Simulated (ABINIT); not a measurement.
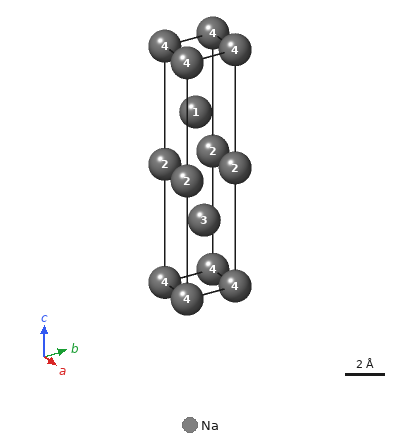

*The structure as given in the input (spheres-only view of the cell of the calculation, seen slightly off an axis; atoms are numbered from 1 in the order of the input). An atom can appear more than once, as a periodic image.*

**Na: positron calculation (part 1 of 2)**

- system: Na (P6₃/mmc, 4 atoms in the cell)
- method: Kohn-Sham DFT of a periodic cell, LDA, JTH PAW LDA v2.0, no spin polarisation (ABINIT 10.8.3)

The structure derives from a Materials Project entry.

### Input file
```
ndtset 2

pp_dirpath "./"
pseudos "Na.LDA_PW-JTH.xml"

acell 3.7003831212 3.7003831212 12.53732154 Angstrom
rprim
     1.0000000000     0.0000000000     0.0000000000
    -0.5000000000     0.8660254038     0.0000000000
     0.0000000000     0.0000000000     1.0000000000
ntypat 1
znucl 11
natom 4
typat 1 1 1 1
xred
            2/3            1/3            3/4
            0.0            0.0            1/2
            1/3            2/3            1/4
            0.0            0.0            0.0

ecut 30.0
pawecutdg 52.0

ixc 7

nstep 80

iomode 3
prteig 0
prtebands 0
prtwf 0

kptopt1 1
ngkpt1 6 6 2
nshiftk1 1
shiftk1 0.0 0.0 0.0
nband1 22
occopt1 3
tsmear1 0.2 eV
tolvrs1 1.0e-10
prtden1 1

positron2 1
ixcpositron2 1
getden2 1
kptopt2 0
nkpt2 1
kpt2 0.0 0.0 0.0
nband2 1
occopt2 2
occ2 1.0
posocc2 1.0
toldfe2 1.0e-7
nline2 10
nnsclo2 2
optforces2 0
optstress2 0
prtden2 0
```

Hardware: 1 thread of Arm Neoverse V2, 112 GiB of memory available, shared host.

Launch command:
```bash
abinit run.abi > log 2>&1
```

### Log
```
.Version 10.8.3 of ABINIT
 DATASET    1 : space group P6_3/m m c (#194); Bravais hP (primitive hexag.)
================================================================================
 Values of the parameters that define the memory need for DATASET  1.
     intxc =       0    ionmov =       0      iscf =      17    lmnmax =       8
     lnmax =       4     mgfft =     120  mpssoang =       2    mqgrid =    7691
     natom =       4  nloc_mem =       2    nspden =       1   nspinor =       1
    nsppol =       1      nsym =      24    n1xccc =       1    ntypat =       1
    occopt =       3   xclevel =       1
       mpw =        7897          nfft =      155520          nkpt =          14
 PAW method is used; the additional fine FFT grid is defined by:
   mgfftf=       160    nfftf =    368640
================================================================================
================================================================================

 DATASET    2 : space group P6_3/m m c (#194); Bravais hP (primitive hexag.)
================================================================================
 Values of the parameters that define the memory need for DATASET  2.
     intxc =       0    ionmov =       0      iscf =      17    lmnmax =       8
     lnmax =       4     mgfft =     120  mpssoang =       2    mqgrid =    7691
     natom =       4  nloc_mem =       2    nspden =       1   nspinor =       1
    nsppol =       1      nsym =      24    n1xccc =       1    ntypat =       1
    occopt =       2   xclevel =       1
       mpw =        3939          nfft =      155520          nkpt =           1
 PAW method is used; the additional fine FFT grid is defined by:
   mgfftf=       160    nfftf =    368640
================================================================================
================================================================================

--------------------------------------------------------------------------------
------------- Echo of variables that govern the present computation ------------
--------------------------------------------------------------------------------
 -outvars: echo values of preprocessed input variables --------
            acell      6.9927106600E+00  6.9927106600E+00  2.3692104063E+01 Bohr
              amu      2.29897680E+01
             ecut      3.00000000E+01 Hartree
           getden1          0
           getden2          1
              ixc           7
           jdtset        1    2
           kptopt1          1
           kptopt2          0
         kptrlatt        6    0    0      0    6    0      0    0    2
          kptrlen1     4.19562640E+01
          kptrlen2     3.00000000E+01
            natom           4
            nband1         22
            nband2          1
           ndtset           2
            ngfft          36      36     120
          ngfftdg          48      48     160
             nkpt1         14
             nkpt2          1
            nline1          4
            nline2         10
           nnsclo1          0
           nnsclo2          2
            nstep          80
             nsym          24
           ntypat           1
           occopt1          3
           occopt2          2
        optforces1          2
        optforces2          0
        optstress1          1
        optstress2          0
        pawecutdg      5.20000000E+01 Hartree
         positron1          0
         positron2          1
           prtden1          1
           prtden2          0
        prtebands           0
           prteig           0
            prtwf           0
            rprim      1.0000000000E+00  0.0000000000E+00  0.0000000000E+00
                      -5.0000000000E-01  8.6602540380E-01  0.0000000000E+00
                       0.0000000000E+00  0.0000000000E+00  1.0000000000E+00
           shiftk1     0.00000000E+00  0.00000000E+00  0.00000000E+00
           shiftk2     5.00000000E-01  5.00000000E-01  5.00000000E-01
          spgroup         194
           toldfe1     0.00000000E+00 Hartree
           toldfe2     1.00000000E-07 Hartree
           tolvrs1     1.00000000E-10
           tolvrs2     0.00000000E+00
           tsmear1     7.34986444E-03 Hartree
           tsmear2     1.00000000E-02 Hartree
            typat      1  1  1  1
           useylm           1
           xangst      1.8501915606E+00  1.0682085956E+00  9.4029911550E+00
                       0.0000000000E+00  0.0000000000E+00  6.2686607700E+00
                       3.9452482995E-17  2.1364171912E+00  3.1343303850E+00
                       0.0000000000E+00  0.0000000000E+00  0.0000000000E+00
            xcart      3.4963553300E+00  2.0186216910E+00  1.7769078047E+01
                       0.0000000000E+00  0.0000000000E+00  1.1846052032E+01
                       7.4554387849E-17  4.0372433820E+00  5.9230260158E+00
                       0.0000000000E+00  0.0000000000E+00  0.0000000000E+00
             xred      6.6666666667E-01  3.3333333333E-01  7.5000000000E-01
                       0.0000000000E+00  0.0000000000E+00  5.0000000000E-01
                       3.3333333333E-01  6.6666666667E-01  2.5000000000E-01
                       0.0000000000E+00  0.0000000000E+00  0.0000000000E+00
            znucl       11.00000

================================================================================

 chkinp: Checking input parameters for consistency, jdtset=   1.

 chkinp: Checking input parameters for consistency, jdtset=   2.

================================================================================
== DATASET  1 ==================================================================

--- !DatasetInfo
iteration_state: {dtset: 1, }
dimensions: {natom: 4, nkpt: 14, mband: 22, nsppol: 1, nspinor: 1, nspden: 1, mpw: 7897, }
cutoff_energies: {ecut:  30.0, pawecutdg:  52.0, }
electrons: {nelect:   3.60000000E+01, charge:   0.00000000E+00, occopt:   3.00000000E+00, tsmear:   7.34986444E-03, }
meta: {optdriver: 0, ionmov: 0, optcell: 0, iscf: 17, paral_kgb: 0, }
...

 Exchange-correlation functional for the present dataset will be:
  LDA: Perdew-Wang 92 LSD fit to Ceperley-Alder data - ixc=7
  J.P.Perdew and Y.Wang, PRB 45, 13244 (1992)

 Real(R)+Recip(G) space primitive vectors, cartesian coordinates (Bohr,Bohr^-1):
 R(1)=  6.9927107  0.0000000  0.0000000  G(1)=  0.1430061  0.0825646  0.0000000
 R(2)= -3.4963553  6.0558651  0.0000000  G(2)=  0.0000000  0.1651292  0.0000000
 R(3)=  0.0000000  0.0000000 23.6921041  G(3)=  0.0000000  0.0000000  0.0422082
 Unit cell volume ucvol=  1.0032875E+03 bohr^3
 Angles (23,13,12)=  9.00000000E+01  9.00000000E+01  1.20000000E+02 degrees

 Coarse grid specifications (used for wave-functions):

 getcut: wavevector=  0.0000  0.0000  0.0000  ngfft=  36  36 120
         ecut(hartree)=     30.000   => boxcut(ratio)=   2.05424

 Fine grid specifications (used for densities):

 getcut: wavevector=  0.0000  0.0000  0.0000  ngfft=  48  48 160
         ecut(hartree)=     52.000   => boxcut(ratio)=   2.08041

--- Pseudopotential description ------------------------------------------------
- pspini: atom type   1  psp file is ./Na.LDA_PW-JTH.xml
 Pseudopotential format is: paw10
 basis_size (lnmax)=  4 (lmn_size=  8), orbitals=   0   0   1   1
 Spheres core radius: rc_sph= 1.60198715
 Shapefunction is SIN type: shapef(r)=[sin(pi*r/rshp)/(pi*r/rshp)]**2
 Radius for shape functions =  1.40530451
 Compensation charge density is not taken into account in XC energy/potential

   2.51245897E+03                                ecore*ucvol(ha*bohr**3)
--------------------------------------------------------------------------------

================================================================================

--- !BeginCycle
iteration_state: {dtset: 1, }
solver: {iscf: 17, nstep: 80, nline: 4, wfoptalg: 10, }
tolerances: {tolvrs: 1.00E-10, }
...

     iter   Etot(hartree)      deltaE(h)  residm     nres2
 ETOT  1  -191.14386661560    -1.911E+02 7.518E+00 6.272E+00
 ETOT  2  -192.17747181289    -1.034E+00 1.129E+00 6.267E+00
 ETOT  3  -192.16958770644     7.884E-03 1.256E-01 1.434E+00
 ETOT  4  -192.16795672206     1.631E-03 4.687E-02 2.135E-01
 ETOT  5  -192.16771399723     2.427E-04 1.857E-02 6.419E-04
 ETOT  6  -192.16771531210    -1.315E-06 5.320E-04 4.986E-05
 ETOT  7  -192.16771530056     1.155E-08 1.201E-04 1.956E-05
 ETOT  8  -192.16771525981     4.075E-08 8.677E-05 4.175E-06
 ETOT  9  -192.16771525443     5.379E-09 2.876E-06 5.619E-08
 ETOT 10  -192.16771525444    -1.188E-11 1.421E-05 3.842E-09
 ETOT 11  -192.16771525445    -8.640E-12 2.987E-06 3.085E-10
 ETOT 12  -192.16771525445     5.400E-13 1.145E-05 3.150E-11

 At SCF step   12       nres2   =  3.15E-11 < tolvrs=  1.00E-10 =>converged.

 Cartesian components of stress tensor (hartree/bohr^3)
  sigma(1 1)=  2.64976251E-05  sigma(3 2)=  0.00000000E+00
  sigma(2 2)=  2.64976250E-05  sigma(3 1)=  0.00000000E+00
  sigma(3 3)=  5.33405460E-05  sigma(2 1)=  0.00000000E+00

--- !ResultsGS
iteration_state: {dtset: 1, }
comment   : Summary of ground state results
lattice_vectors:
- [  6.9927107,   0.0000000,   0.0000000, ]
- [ -3.4963553,   6.0558651,   0.0000000, ]
- [  0.0000000,   0.0000000,  23.6921041, ]
lattice_lengths: [   6.99271,    6.99271,   23.69210, ]
lattice_angles: [ 90.000,  90.000, 120.000, ] # degrees, (23, 13, 12)
lattice_volume:   1.0032875E+03
convergence: {deltae:  5.400E-13, res2:  3.150E-11, residm:  1.145E-05, diffor: null, }
etotal    :  -1.92167715E+02
entropy   :   0.00000000E+00
fermie    :  -1.17328754E-02
cartesian_stress_tensor: # hartree/bohr^3
- [  2.64976251E-05,   0.00000000E+00,   0.00000000E+00, ]
- [  0.00000000E+00,   2.64976250E-05,   0.00000000E+00, ]
- [  0.00000000E+00,   0.00000000E+00,   5.33405460E-05, ]
pressure_GPa:  -1.0428E+00
xred      :
- [  6.6667E-01,   3.3333E-01,   7.5000E-01, Na]
- [  0.0000E+00,   0.0000E+00,   5.0000E-01, Na]
- [  3.3333E-01,   6.6667E-01,   2.5000E-01, Na]
- [  0.0000E+00,   0.0000E+00,   0.0000E+00, Na]
cartesian_forces: # hartree/bohr
- [ -0.00000000E+00,  -0.00000000E+00,   1.16537272E-31, ]
- [ -0.00000000E+00,  -0.00000000E+00,  -3.88457572E-32, ]
- [ -0.00000000E+00,  -0.00000000E+00,  -3.88457572E-32, ]
- [ -0.00000000E+00,  -0.00000000E+00,  -3.88457572E-32, ]
force_length_stats: {min:   3.88457572E-32, max:   1.16537272E-31, mean:   5.82686358E-32, }
...

 Integrated electronic density in atomic spheres:
 ------------------------------------------------
 Atom  Sphere_radius  Integrated_density
    1        1.60199          7.61508482
    2        1.60199          7.61509348
    3        1.60199          7.61508482
    4        1.60199          7.61509348

================================================================================

 ----iterations are completed or convergence reached----

 Mean square residual over all n,k,spin=   47.560E-09; max=  11.449E-06
 reduced coordinates (array xred) for    4 atoms
       0.666666666667      0.333333333333      0.750000000000
       0.000000000000      0.000000000000      0.500000000000
       0.333333333333      0.666666666667      0.250000000000
       0.000000000000      0.000000000000      0.000000000000
 rms dE/dt=  1.0627E-30; max dE/dt=  0.0000E+00; dE/dt below (all hartree)
    1       0.000000000000      0.000000000000     -0.000000000000
    2       0.000000000000      0.000000000000      0.000000000000
    3       0.000000000000      0.000000000000      0.000000000000
    4       0.000000000000      0.000000000000      0.000000000000

 cartesian coordinates (angstrom) at end:
    1      1.85019156060000     1.06820859558398     9.40299115500000
    2      0.00000000000000     0.00000000000000     6.26866077000000
    3      0.00000000000000     2.13641719116796     3.13433038500000
    4      0.00000000000000     0.00000000000000     0.00000000000000

 cartesian forces (hartree/bohr) at end:
    1     -0.00000000000000    -0.00000000000000     0.00000000000000
    2     -0.00000000000000    -0.00000000000000    -0.00000000000000
    3     -0.00000000000000    -0.00000000000000    -0.00000000000000
    4     -0.00000000000000    -0.00000000000000    -0.00000000000000
 frms,max,avg= 3.8845757E-32 1.1653727E-31   0.000E+00  0.000E+00  0.000E+00 h/b
```
